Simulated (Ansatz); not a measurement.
**FeCo$_{3}$: single-point calculation (part 2 of 3)**

The same run, continued: FeCo$_{3}$ (4 atoms in the cell); DFT r2SCAN, scalar-relativistic, plane waves, PAW, spin-polarised (Ansatz 0.2.0); cutoff 600 eV, 16×16×6 k-mesh, Gaussian smearing of 0.1 eV, collinear spins. The structure derives from a Materials Project entry. It belongs to a series of runs on one base structure; here: ecut: 600 eV.

Geometry of the input (Å; fractional positions):
```
2.4660  0.0000  0.0000
0.0000  2.4660  0.0000
0.0000  0.0000  7.0635
Fe 0.0000  0.0000  0.0000
Co 0.5000  0.5000  0.7454
Co 0.0000  0.0000  0.5000
Co 0.5000  0.5000  0.2546
```

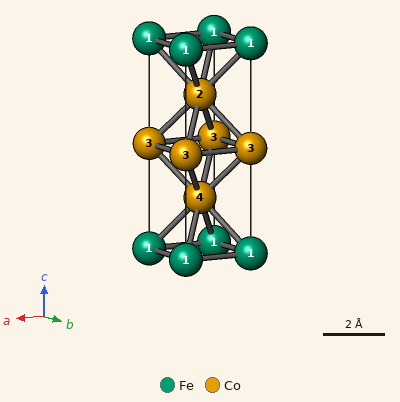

The structure (ball-and-stick view of the cell of the calculation, seen at an oblique angle; atoms are numbered from 1 in the order of the input). An atom can appear more than once, as a periodic image.

**What the program printed, continued**
```
SCF iter   1: F=—  HF=-19878.603977 eV  |F-HF|=—  |Δ(HF+E_count)|=         —  Δρ=9.81e-2 (↑2.82e-2 ↓9.81e-2)  dr2=3.97e0  dr2_τ=3.14e-2  dr2_m=5.70e-1  M=8.697 μB ∫|m|=9.083 μB  β_m=1.00  ethr=3.10e-3  ⟨swp⟩=5.7  Hψ=54718  notcnv=0  defer=69
Mixer restart at iter 1: flushing history
preconditioner: auto → Kerker (q_TF=auto, 2.938 Å⁻¹)  [metal: Δε(μ)=0.002 eV  Ē_g=9.825 eV  σ=0.100 eV  W_gap=0.01  n_scr=18 (ndim 8)  ℏωp=33.5 eV  f_vac=0.000  D(μ)=3.40/eV (n_scr^D=48)]
spin=Collinear: Kerker preconditioning applied to the charge; magnetization (m = ρ↑ − ρ↓) channel mixes plain (no charge-response kernel on spin).
SCF iter   2: F=—  HF=-19877.965179 eV  |F-HF|=—  |Δ(HF+E_count)|=   6.39e-1  Δρ=2.76e-2 (↑9.72e-3 ↓2.76e-2)  dr2=3.67e-1  dr2_τ=3.09e-2  dr2_m=5.51e-2  M=8.521 μB ∫|m|=9.349 μB  β_m=1.00  ethr=3.10e-3  ⟨swp⟩=2.6  Hψ=28339  notcnv=0  defer=1451  κ⁻¹=1.0e0(r=1)
SCF iter   3: F=—  HF=-19879.026306 eV  |F-HF|=—  |Δ(HF+E_count)|=    1.06e0  Δρ=1.11e-2 (↑8.33e-3 ↓1.11e-2)  dr2=4.66e-2  dr2_τ=2.07e-3  dr2_m=2.28e-3  M=8.388 μB ∫|m|=9.413 μB  β_m=1.00  ethr=5.47e-4  ⟨swp⟩=2.2  Hψ=24945  notcnv=0  defer=1458  κ⁻¹=3.0e-2(r=2)
SCF iter   4: F=—  HF=-19879.383179 eV  |F-HF|=—  |Δ(HF+E_count)|=         —  Δρ=2.55e-2 (↑8.70e-3 ↓2.55e-2)  dr2=2.15e-1  dr2_τ=1.40e-3  dr2_m=5.98e-2  M=8.654 μB ∫|m|=9.648 μB  β_m=1.00  ethr=6.96e-5  ⟨swp⟩=2.0  Hψ=26540  notcnv=0  defer=1454
Mixer restart at iter 4: flushing history
SCF iter   5: F=—  HF=-19880.528768 eV  |F-HF|=—  |Δ(HF+E_count)|=    1.15e0  Δρ=5.38e-2 (↑2.39e-2 ↓5.38e-2)  dr2=1.33e0  dr2_τ=4.13e-3  dr2_m=1.22e-1  M=8.198 μB ∫|m|=9.257 μB  β_m=1.00  ethr=7.46e-5  ⟨swp⟩=2.0  Hψ=31952  notcnv=0  defer=1451
SCF iter   6: F=—  HF=-19880.454155 eV  |F-HF|=—  |Δ(HF+E_count)|=   7.46e-2  Δρ=1.85e-2 (↑1.34e-2 ↓1.85e-2)  dr2=2.83e-1  dr2_τ=1.37e-2  dr2_m=3.08e-3  M=8.168 μB ∫|m|=9.203 μB  β_m=1.00  ethr=7.46e-5  ⟨swp⟩=2.5  Hψ=35216  notcnv=0  defer=1451  κ⁻¹=1.0e0(r=1)
SCF iter   7: F=—  HF=-19880.515379 eV  |F-HF|=—  |Δ(HF+E_count)|=   6.12e-2  Δρ=6.46e-3 (↑5.57e-3 ↓6.46e-3)  dr2=5.17e-2  dr2_τ=3.11e-4  dr2_m=1.31e-4  M=8.144 μB ∫|m|=9.160 μB  β_m=1.00  ethr=7.46e-5  ⟨swp⟩=2.0  Hψ=31941  notcnv=0  defer=1451  κ⁻¹=5.6e-2(r=2)
SCF iter   8: F=—  HF=-19880.523323 eV  |F-HF|=—  |Δ(HF+E_count)|=   7.94e-3  Δρ=3.54e-3 (↑3.19e-3 ↓3.54e-3)  dr2=1.54e-2  dr2_τ=2.38e-4  dr2_m=5.80e-5  M=8.126 μB ∫|m|=9.131 μB  β_m=1.00  ethr=7.46e-5  ⟨swp⟩=2.0  Hψ=19743  notcnv=0  defer=1451  κ⁻¹=2.2e-3(r=3)
SCF iter   9: F=—  HF=-19880.516154 eV  |F-HF|=—  |Δ(HF+E_count)|=   7.17e-3  Δρ=2.61e-3 (↑1.98e-3 ↓2.61e-3)  dr2=2.27e-3  dr2_τ=1.15e-4  dr2_m=7.94e-5  M=8.106 μB ∫|m|=9.096 μB  β_m=1.00  ethr=2.31e-5  ⟨swp⟩=2.0  Hψ=27805  notcnv=0  defer=1454  κ⁻¹=9.0e-4(r=4)
SCF iter  10: F=—  HF=-19880.519264 eV  |F-HF|=—  |Δ(HF+E_count)|=   3.11e-3  Δρ=2.33e-3 (↑1.77e-3 ↓2.33e-3)  dr2=3.48e-3  dr2_τ=2.38e-5  dr2_m=6.76e-5  M=8.106 μB ∫|m|=9.092 μB  β_m=1.00  ethr=3.38e-6  ⟨swp⟩=2.0  Hψ=31077  notcnv=0  defer=1455  κ⁻¹=7.5e-5(r=5)
SCF iter  11: F=—  HF=-19880.520824 eV  |F-HF|=—  |Δ(HF+E_count)|=   1.56e-3  Δρ=1.67e-3 (↑1.23e-3 ↓1.67e-3)  dr2=1.84e-3  dr2_τ=1.78e-5  dr2_m=3.98e-5  M=8.111 μB ∫|m|=9.099 μB  β_m=1.00  ethr=3.38e-6  ⟨swp⟩=1.0  Hψ=16570  notcnv=0  defer=1455  κ⁻¹=1.7e-5(r=6)
SCF iter  12: F=—  HF=-19880.521240 eV  |F-HF|=—  |Δ(HF+E_count)|=   4.16e-4  Δρ=7.84e-4 (↑7.52e-4 ↓7.84e-4)  dr2=4.83e-4  dr2_τ=5.04e-6  dr2_m=9.54e-7  M=8.112 μB ∫|m|=9.102 μB  β_m=1.00  ethr=2.75e-6  ⟨swp⟩=1.0  Hψ=16610  notcnv=0  defer=1453  κ⁻¹=8.8e-6(r=7)
SCF iter  13: F=—  HF=-19880.521382 eV  |F-HF|=—  |Δ(HF+E_count)|=   1.42e-4  Δρ=7.55e-4 (↑5.47e-4 ↓7.55e-4)  dr2=4.86e-4  dr2_τ=1.64e-6  dr2_m=1.11e-5  M=8.111 μB ∫|m|=9.099 μB  β_m=1.00  ethr=7.21e-7  ⟨swp⟩=2.5  Hψ=27968  notcnv=0  defer=1455  κ⁻¹=2.7e-6(r=8)
SCF iter  14: F=—  HF=-19880.521479 eV  |F-HF|=—  |Δ(HF+E_count)|=   9.68e-5  Δρ=1.93e-4 (↑1.39e-4 ↓1.93e-4)  dr2=3.26e-5  dr2_τ=2.29e-7  dr2_m=4.74e-7  M=8.113 μB ∫|m|=9.101 μB  β_m=1.00  ethr=7.21e-7  ⟨swp⟩=2.1  Hψ=27120  notcnv=0  defer=1454  κ⁻¹=1.1e-5(r=8)
SCF iter  15: F=—  HF=-19880.521562 eV  |F-HF|=—  |Δ(HF+E_count)|=   8.36e-5  Δρ=1.19e-4 (↑6.69e-5 ↓1.19e-4)  dr2=1.35e-5  dr2_τ=4.86e-8  dr2_m=3.36e-7  M=8.115 μB ∫|m|=9.104 μB  β_m=1.00  ethr=4.87e-8  ⟨swp⟩=2.0  Hψ=28778  notcnv=0  defer=1453  κ⁻¹=1.9e-5(r=8)
SCF iter  16: F=—  HF=-19880.521562 eV  |F-HF|=—  |Δ(HF+E_count)|=   7.40e-9  Δρ=8.29e-5 (↑3.97e-5 ↓8.29e-5)  dr2=6.36e-6  dr2_τ=1.84e-8  dr2_m=2.44e-7  M=8.115 μB ∫|m|=9.104 μB  β_m=1.00  ethr=2.01e-8  ⟨swp⟩=2.0  Hψ=22643  notcnv=0  defer=1453  κ⁻¹=5.0e-6(r=8)
SCF iter  17: F=—  HF=-19890.667006 eV  |F-HF|=—  |Δ(HF+E_count)|=         —  Δρ=4.57e-1 (↑4.57e-1 ↓4.46e-1)  dr2=9.34e-2  dr2_τ=6.93e-1  dr2_m=8.02e1  M=-1.328 μB ∫|m|=6.832 μB  β_m=1.00  ethr=9.50e-9  ⟨swp⟩=2.0  Hψ=24892  notcnv=0  defer=1453
Mixer restart at iter 17: flushing history
SCF iter  18: F=—  HF=-19879.607151 eV  |F-HF|=—  |Δ(HF+E_count)|=    1.11e1  Δρ=7.10e-2 (↑2.75e-2 ↓7.10e-2)  dr2=6.46e-1  dr2_τ=9.05e-3  dr2_m=9.42e-1  M=-1.677 μB ∫|m|=7.523 μB  β_m=1.00  ethr=7.46e-5  ⟨swp⟩=3.8  Hψ=44021  notcnv=0  defer=1457
SCF iter  19: F=—  HF=-19879.535934 eV  |F-HF|=—  |Δ(HF+E_count)|=   7.12e-2  Δρ=2.01e-2 (↑1.16e-2 ↓2.01e-2)  dr2=7.51e-2  dr2_τ=4.17e-3  dr2_m=9.52e-2  M=-1.863 μB ∫|m|=7.821 μB  β_m=1.00  ethr=7.46e-5  ⟨swp⟩=2.4  Hψ=34534  notcnv=0  defer=1785  κ⁻¹=1.0e0(r=1)
SCF iter  20: F=—  HF=-19879.542956 eV  |F-HF|=—  |Δ(HF+E_count)|=   7.02e-3  Δρ=6.48e-3 (↑6.48e-3 ↓6.05e-3)  dr2=1.19e-2  dr2_τ=2.32e-4  dr2_m=1.29e-2  M=-2.044 μB ∫|m|=8.036 μB  β_m=1.00  ethr=7.46e-5  ⟨swp⟩=2.0  Hψ=25135  notcnv=0  defer=1785  κ⁻¹=1.4e-2(r=2)
SCF iter  21: F=—  HF=-19879.586184 eV  |F-HF|=—  |Δ(HF+E_count)|=   4.32e-2  Δρ=4.70e-3 (↑4.70e-3 ↓2.92e-3)  dr2=4.69e-3  dr2_τ=1.53e-4  dr2_m=2.91e-3  M=-2.180 μB ∫|m|=8.155 μB  β_m=1.00  ethr=1.78e-5  ⟨swp⟩=2.0  Hψ=31201  notcnv=0  defer=1791  κ⁻¹=2.4e-3(r=3)
SCF iter  22: F=—  HF=-19879.622456 eV  |F-HF|=—  |Δ(HF+E_count)|=   3.63e-2  Δρ=4.36e-3 (↑4.36e-3 ↓2.70e-3)  dr2=5.40e-3  dr2_τ=7.62e-5  dr2_m=2.26e-3  M=-2.272 μB ∫|m|=8.215 μB  β_m=1.00  ethr=7.00e-6  ⟨swp⟩=2.0  Hψ=30603  notcnv=0  defer=1788  κ⁻¹=2.8e-4(r=4)
SCF iter  23: F=—  HF=-19879.621187 eV  |F-HF|=—  |Δ(HF+E_count)|=   1.27e-3  Δρ=4.36e-3 (↑4.36e-3 ↓2.70e-3)  dr2=5.51e-3  dr2_τ=7.76e-5  dr2_m=2.21e-3  M=-2.270 μB ∫|m|=8.214 μB  β_m=1.00  ethr=7.00e-6  ⟨swp⟩=1.0  Hψ=17383  notcnv=0  defer=1771  κ⁻¹=6.7e-7(r=5)
SCF iter  24: F=—  HF=-19879.655767 eV  |F-HF|=—  |Δ(HF+E_count)|=   3.46e-2  Δρ=2.58e-3 (↑2.58e-3 ↓1.39e-3)  dr2=1.90e-3  dr2_τ=7.69e-5  dr2_m=3.00e-4  M=-2.363 μB ∫|m|=8.251 μB  β_m=1.00  ethr=7.00e-6  ⟨swp⟩=2.0  Hψ=31130  notcnv=0  defer=1771  κ⁻¹=3.6e-7(r=6)
SCF iter  25: F=—  HF=-19879.660009 eV  |F-HF|=—  |Δ(HF+E_count)|=         —  Δρ=2.19e-3 (↑2.19e-3 ↓1.58e-3)  dr2=9.84e-4  dr2_τ=2.59e-5  dr2_m=2.34e-4  M=-2.365 μB ∫|m|=8.258 μB  ethr=2.84e-6  ⟨swp⟩=2.3  Hψ=27329  notcnv=0  defer=1770
Mixer restart at iter 25: flushing history
SCF iter  26: F=—  HF=-19880.521557 eV  |F-HF|=—  |Δ(HF+E_count)|=         —  Δρ=5.31e-5 (↑3.50e-5 ↓5.31e-5)  dr2=1.78e-6  dr2_τ=1.40e-8  dr2_m=5.91e-8  M=8.115 μB ∫|m|=9.105 μB  β_m=1.00  ethr=9.50e-9  ⟨swp⟩=3.5  Hψ=45038  notcnv=0  defer=1065
SCF iter  27: F=—  HF=-19880.521561 eV  |F-HF|=—  |Δ(HF+E_count)|=   3.68e-6  Δρ=4.95e-5 (↑3.24e-5 ↓4.95e-5)  dr2=1.28e-6  dr2_τ=1.35e-8  dr2_m=6.55e-8  M=8.115 μB ∫|m|=9.104 μB  β_m=1.00  ethr=2.66e-9  ⟨swp⟩=2.4  Hψ=25893  notcnv=0  defer=1065  κ⁻¹=1.0e0(r=1)
SCF iter  28: F=—  HF=-19880.521563 eV  |F-HF|=—  |Δ(HF+E_count)|=   2.06e-6  Δρ=4.41e-5 (↑3.00e-5 ↓4.41e-5)  dr2=1.23e-6  dr2_τ=1.41e-8  dr2_m=3.01e-8  M=8.115 μB ∫|m|=9.104 μB  β_m=1.00  ethr=1.91e-9  ⟨swp⟩=1.5  Hψ=20177  notcnv=0  defer=1062  κ⁻¹=4.1e-2(r=2)
SCF iter  29: F=—  HF=-19880.521565 eV  |F-HF|=—  |Δ(HF+E_count)|=   2.35e-6  Δρ=3.31e-5 (↑2.39e-5 ↓3.31e-5)  dr2=8.87e-7  dr2_τ=9.37e-9  dr2_m=1.07e-8  M=8.115 μB ∫|m|=9.104 μB  β_m=1.00  ethr=1.83e-9  ⟨swp⟩=2.0  Hψ=22283  notcnv=0  defer=1065  κ⁻¹=1.8e-2(r=3)
SCF iter  30: F=—  HF=-19880.521566 eV  |F-HF|=—  |Δ(HF+E_count)|=   5.29e-7  Δρ=1.32e-5 (↑9.70e-6 ↓1.32e-5)  dr2=7.99e-8  dr2_τ=2.32e-9  dr2_m=6.10e-9  M=8.115 μB ∫|m|=9.103 μB  β_m=1.00  ethr=1.32e-9  ⟨swp⟩=2.0  Hψ=28633  notcnv=0  defer=1065  κ⁻¹=1.7e-3(r=4)
SCF iter  31: F=-19880.521566 eV  HF=-19880.521566 eV  |F-HF|=6.35e-9  |Δ(HF+E_count)|=   1.77e-7  Δρ=8.19e-6 (↑5.91e-6 ↓8.19e-6)  dr2=4.67e-8  dr2_τ=5.36e-10  dr2_m=2.11e-9  M=8.115 μB ∫|m|=9.104 μB  ethr=1.19e-10  ⟨swp⟩=10.2  Hψ=114195  notcnv=0
SCF 1 converged in 31 iterations: F = -19880.521566 eV  dr2 = 4.67e-8
  greatest PAW one-centre occupation: 1.005 electrons in one spin orbital (limit 2), on the Fe atom at site 0 (counted from 0), in its partial waves of l = 1
this state was not tested for a lower state beside it, because the mixer in use, unlike msr1, does not test its closes by its own steps (another_mixer; see scf.mixing.algorithm and scf.lower_state_search)
SCF converged after 31 iterations
Magnetization: 8.1148 μB (37.5574 up, 29.4426 down)
Absolute magnetization: 9.1082 μB (∫|ρ↑−ρ↓|, with the PAW one-centre terms)
Spin contamination: 0.2551 ħ² per cell (⟨S²⟩ above its minimum at these occupations)
Per-site moments (μB) at R_I (Å): [(2.8152948578802497, 1.0172291249999998), (1.902971521656259, 1.014220151917746), (1.9319484868882537, 1.014220151917746), (1.9029715216562593, 1.014220151917746)]
Free energy (F): -19880.521566 eV
Harris-Foulkes:  -19880.521566 eV  (|F-HF|=6.35e-9)
Internal energy: -19880.507640 eV  (E = F + TS)
E sigma→0 (E₀):  -19880.514603 eV
Entropy (-TS):   -0.013926 eV (-3.481 meV/atom)
Fermi energy:    19.413505 eV
--- Per-component energies (eV) ---
  E_band       = -1007.919940
  E_kinetic    = 1714.195689
  E_local      = -10496.648346  (includes V_loc(G=0)·N_el)
  E_nonlocal   = 1593.443889
  E_hartree    = 4415.545729
  E_xc         = -587.163191
  E_vxc        = -859.465005  (∫ρ·V_xc dr)
  E_paw        = -5952.402750  (= ΣΔE_a)
  E_vpaw       = -1846.907758  (= ΣTr[D̂ρ^β])
  E_aug_tail   = -0.000011  (compensation charges beyond the density's cutoff)
  E_vtau       = 56.379241  (kinetic-family band-sum trace: ∫τ·v_τ [+ j·A + Jᵃ·Aᵃ] dr)
  E_ewald      = -10566.303556
  E_core_change = -1.175094  (= ΣΔE_core)
  E_smearing   = -0.013926  (= −TS)
  E_closure    = 0.000000  (closes the sum)
  Σ components = -19880.521566   (vs F -19880.521566, Δ=0.00e0)
--- Forces (eV/Å), atoms counted from 1 ---
  atom   1  Fe    -0.00000000    -0.00000000     0.00000000
  atom   2  Co     0.00000000     0.00000000    -0.43738023
  atom   3  Co    -0.00000000     0.00000000     0.00000000
  atom   4  Co     0.00000000     0.00000000     0.43738023
  max |Σ_I F_I| component: 4.93e-30 eV/Å
--- Stress (GPa, compression-positive) ---
        6.208070       0.000000       0.000000
        0.000000       6.208070       0.000000
        0.000000       0.000000       7.523015
  P = ⅓ Tr σ = 6.6464 GPa (66.464 kbar)
--- Band table (eV; the first three rows and the last of 360) ---
  k-point 0 ↑: bands = ["-81.1753", "-81.0489", "-81.0428", "-73.0589", "-43.0704", "-42.8754", "-42.8754", "-42.8035", "-42.8035", "-42.7731", "-42.7731", "-42.7553", "-42.7105", "-37.8476", "-37.5520", "-37.5520", "9.6910", "12.4966", "12.5622", "13.1087", "13.9011", "14.8425", "14.8663", "15.8928", "15.9660", "15.9660", "16.2462", "16.2472", "16.7473", "16.7719", "16.9638", "16.9638", "16.9864", "16.9864", "17.0674", "17.2967", "17.7380", "18.2939", "18.2939", "21.5594", "28.7982", "34.7870", "34.7870", "39.2377", "39.2942", "39.2942"]
```
